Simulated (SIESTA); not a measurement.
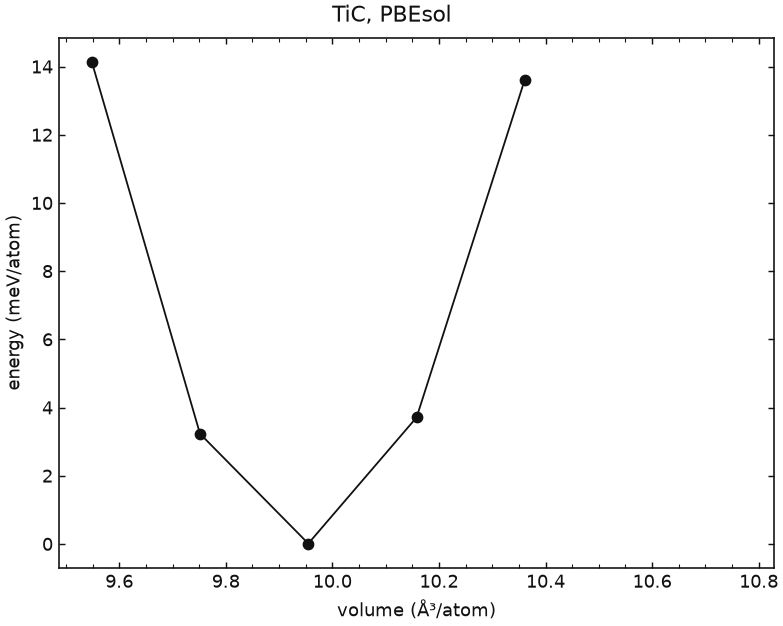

The figure shows the energy against volume for TiC, space group Fm-3m (No. 225).

Structure:
```yaml
crystal:
  lattice:
    - [0.00000, 2.16572, 2.16572]
    - [2.16572, 0.00000, 2.16572]
    - [2.16572, 2.16572, 0.00000]
  atoms:
    - { symbol: Ti, position: [0.00000, 0.00000, 0.00000] }
    - { symbol: C, position: [0.50000, 0.50000, 0.50000] }
```

How it was computed, with SIESTA 5.4.2: DFT in numerical atomic orbitals with pseudopotentials, no spin polarisation; energies at scaled volumes of the given cell, shape and fractions fixed, counted from the fit's minimum, third-order Birch-Murnaghan fit. Level: PBEsol.

- k mesh: 11×11×11
- occupations: Fermi–Dirac
- smearing width: 0.05 eV
- potentials: PseudoDojo 0.4 standard, converted to PSML, two zetas on semicore shells
- program settings: basis DZP, mesh cutoff 800 Ry

The points at volume 10.56 Å³/atom and 10.77 Å³/atom are left out of the plot. What values does the calculation give there?

```json
{"volume (Å³/atom)": "10.56", "energy (meV/atom)": "29.19"}
{"volume (Å³/atom)": "10.77", "energy (meV/atom)": "49.80"}
```

Keep in mind: mulliken charges of long orbitals.
